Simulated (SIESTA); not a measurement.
## A series of single points on Ge

System: Ge (Fd-3m, 2 atoms in the cell).
Method: Kohn-Sham DFT of a periodic cell, LDA, PseudoDojo 0.4 standard, converted to PSML, no spin polarisation (SIESTA 5.4.2).

The 7 runs differ only in the geometry, by an even scaling of the cell at fixed fractional positions. The structure derives from an entry of the Crystallography Open Database.

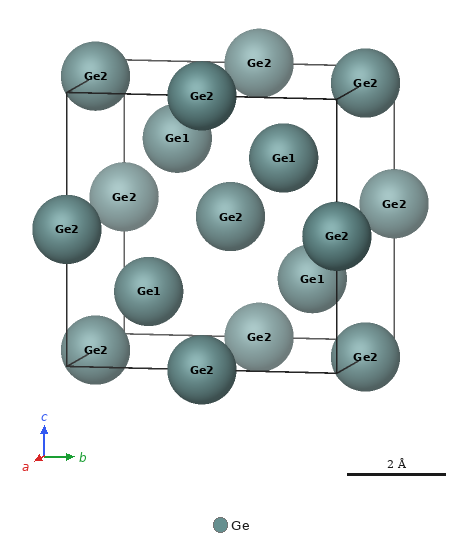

Figure 1. The structure of run 4 (spheres-only view of the cell 4 times as large as that of the calculation, set on its symmetry axes, seen slightly off an axis; atoms are numbered from 1 in the order of the input). An atom can appear more than once, as a periodic image.

## Input of run 4
```
SystemName                      Germanium
SystemLabel                     Ge
NumberOfSpecies                 1
NumberOfAtoms                   2
%block ChemicalSpeciesLabel
  1  32 Ge
%endblock ChemicalSpeciesLabel

LatticeConstant                 1.0 Ang
%block LatticeVectors
     0.0000000000     2.8289100000     2.8289100000
     2.8289100000     0.0000000000     2.8289100000
     2.8289100000     2.8289100000     0.0000000000
%endblock LatticeVectors
AtomicCoordinatesFormat         Fractional
%block AtomicCoordinatesAndAtomicSpecies
     0.7500000000     0.7500000000     0.7500000000  1  Ge
     0.5000000000     0.5000000000     0.5000000000  1  Ge
%endblock AtomicCoordinatesAndAtomicSpecies

%block kgrid.MonkhorstPack
    8   0   0  0.0
    0   8   0  0.0
    0   0   8  0.0
%endblock kgrid.MonkhorstPack
XC.Functional                   LDA
XC.Authors                      PW92
PAO.BasisSize                   DZP
PAO.EnergyShift                 0.003 Ry
Mesh.Cutoff                     800 Ry
OccupationFunction              FD
ElectronicTemperature           0.05 eV
MaxSCFIterations                120
SCF.MustConverge                false
SCF.Mixer.Method                Pulay
SCF.Mixer.Weight                0.25
SCF.Mixer.History               8
SCF.DM.Tolerance                5.0e-05
SCF.H.Tolerance                 1.0e-03 eV
WriteForces                     true
Charge.Mulliken                 end
BandLinesScale                  ReciprocalLatticeVectors
%block BandLines
    1    0.000000   0.000000   0.000000  \Gamma
   12    0.500000   0.000000   0.500000  X
    6    0.500000   0.250000   0.750000  W
    4    0.375000   0.375000   0.750000  K
   13    0.000000   0.000000   0.000000  \Gamma
   11    0.500000   0.500000   0.500000  L
    8    0.625000   0.250000   0.625000  U
    4    0.500000   0.250000   0.750000  W
    9    0.500000   0.500000   0.500000  L
    8    0.375000   0.375000   0.750000  K
    1    0.625000   0.250000   0.625000  U
    4    0.500000   0.000000   0.500000  X
%endblock BandLines
%block PAO.Basis
  Ge 4
  n=4 0 2
    5.960 0.000
  n=4 1 2
    8.098 0.000
  n=3 2 2
    3.189 0.000
  n=4 2 1
    8.098
%endblock PAO.Basis
```

Command:
```bash
siesta Ge.fdf > Ge.out 2>&1
```

Lattice vectors (Å) and fractional positions of run 4:
```
   0.000000    2.828910    2.828910
   2.828910    0.000000    2.828910
   2.828910    2.828910    0.000000
Ge  0.750000  0.750000  0.750000
Ge  0.500000  0.500000  0.500000
```

Run 2 has the same physical settings and fractional positions; its lattice vectors (Å) are:
```
   0.000000    2.790677    2.790677
   2.790677    0.000000    2.790677
   2.790677    2.790677    0.000000
```

## Results, with one run withheld

```tsv
run	volume per atom (Å³)	free energy per atom, from the lowest run given (meV)	pressure (GPa)	gap on the mesh (eV)
1	21.281	16.42	4.57	0.26
2	21.733	?	?	?
3	22.186	0.94	1.09	0.05
4	22.639	0.00	−0.36	0.00
5	23.092	2.97	−1.71	0.00
6	23.545	9.53	−2.95	0.00
7	23.997	19.31	−3.98	0.00
```

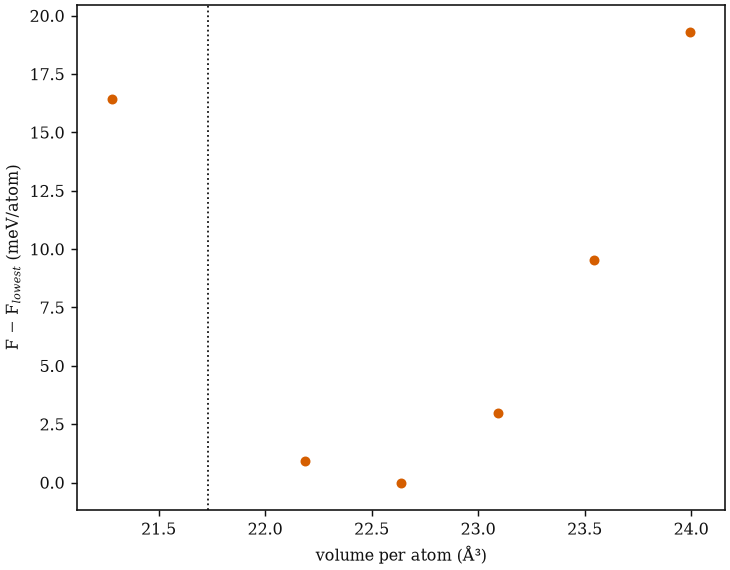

Figure 2. Free energy per atom of the runs given; the dotted line marks run 2.

Estimate the energy of run 2 from the others.

A cubic polynomial in V^(−2/3) (the Birch–Murnaghan form), fitted to the 6 runs given, misses them by at most 0.01 meV per atom. With x = V^(−2/3) − 0.12451 Å⁻², it reads F = 0.41867 − 1288.2 x + 7.1683e+05 x² − 19946 x³ (meV per atom). At run 2 it gives 6.28 meV per atom, and the run itself gives 6.21. The slope of the fit gives a pressure −dF/dV of 2.71 GPa there, and the run prints 2.72 GPa. The fit has its minimum at 22.517 Å³ per atom, where V d²F/dV² gives 71.3 GPa: the bulk modulus at this level, since symmetry fixes the shape and the positions. The gap on the mesh lies between 0.00 eV (run 4) and 0.26 eV (run 1); run 2 has 0.19 eV. These are gaps of this functional on this mesh, which can miss the band edges; they aren't the measured gap.

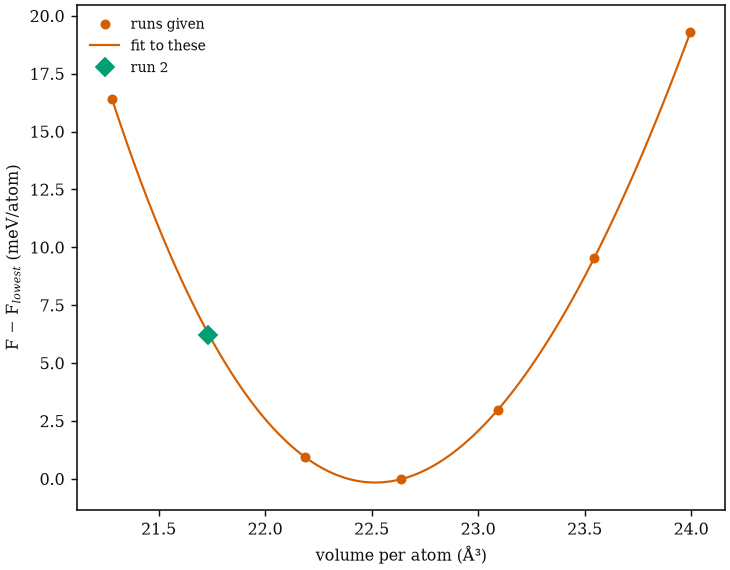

Figure 3. The fit and the withheld run.

## Some lines of the output (run 2)
```
[...]
outcell: Cell volume (Ang**3)        :     43.4669
stepf: Fermi-Dirac step function
siesta: Etot    =     -4855.527871
siesta: FreeEng =     -4855.528185
        iscf     Eharris(eV)        E_KS(eV)     FreeEng(eV)     dDmax    Ef(eV) dHmax(eV)
siesta: E_KS(eV) =            -4855.5620
siesta: E_KS - E_eggbox =     -4855.5620
siesta: Etot    =     -4855.561963
siesta: FreeEng =     -4855.562581
siesta:         Fermi =      -4.704534
siesta: Cell volume =         43.466895 Ang**3
    Orbital volume contribution        =           2.384401 eV
```

Notes: Points of doubt noted for this run: mulliken charges of long orbitals. With a small basis of atomic orbitals these values can differ much from converged plane-wave results.
